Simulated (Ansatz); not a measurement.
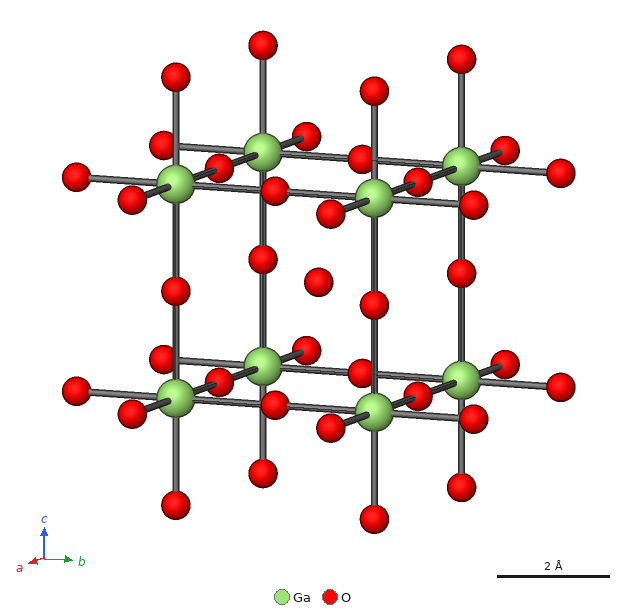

Crystal structure, ball-and-stick style, seen slightly off an axis. One conventional unit cell is framed, with atoms on its boundary repeated. Atoms of adjacent cells appear where they bond to atoms in the box. Cell: a = 3.90 Å, b = 3.90 Å, c = 3.90 Å, α = 90.00°, β = 90.00°, γ = 90.00°.

Starting structure: a random cell made by a generator, so it need not be a real form of the compound. Earlier steps of the study, as a rule a relaxation of our own, may have changed the cell and positions, so they can lie some per cent off the listed ones. A calculation with Ansatz used it as input.

**Explain the picture.**

The compound is GaO₄. The structure has Pm-3m (No. 221) symmetry and a primitive cubic lattice. In the cell are 1 Ga, 4 O, which makes 1 formula unit. The coordination shell of Ga holds six O in an octahedral arrangement at about 2.0 Å. O takes two kinds of site: 1b with no bonds drawn; 3d with two Ga in a linear arrangement at about 2.0 Å. The bonds build a three-dimensional framework; some O atoms get no bond from the drawing's distance rule.

Results below were computed with DFT PBE, scalar-relativistic, plane waves, PAW in Ansatz; the settings were cutoff 420 eV, k-grid 10×10×10, Gaussian smearing of 0.1 eV, collinear spins.

**Which atoms carry magnetic moments in this run, and how do they order?**

The state reached is ferromagnetic. Sizes: O 0.9 to 1.9 μB; net moment 5.0 μB in the run's cell of 5 atoms.

**Metal or not?**

A metal: bands cross the Fermi level.

**What charge does Bader's analysis assign to each element?**

Ga +2.00 e; O -0.66 to -0.03 e.

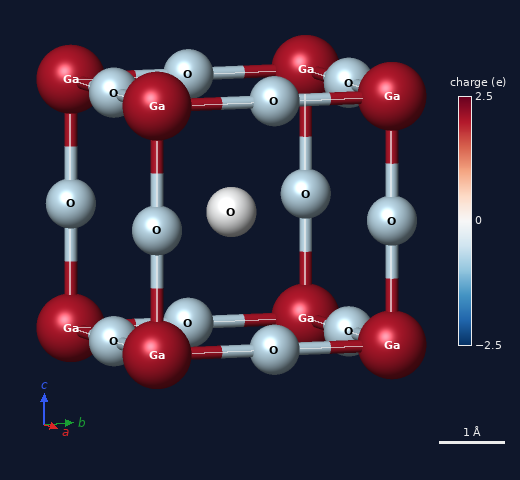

The atoms coloured by those charges. The run's cell of 5 atoms is drawn.

**Has the structure come to rest?**

Yes. All forces vanish to within 0.01 eV/Å. The pressure is 0.0 GPa, close to zero.
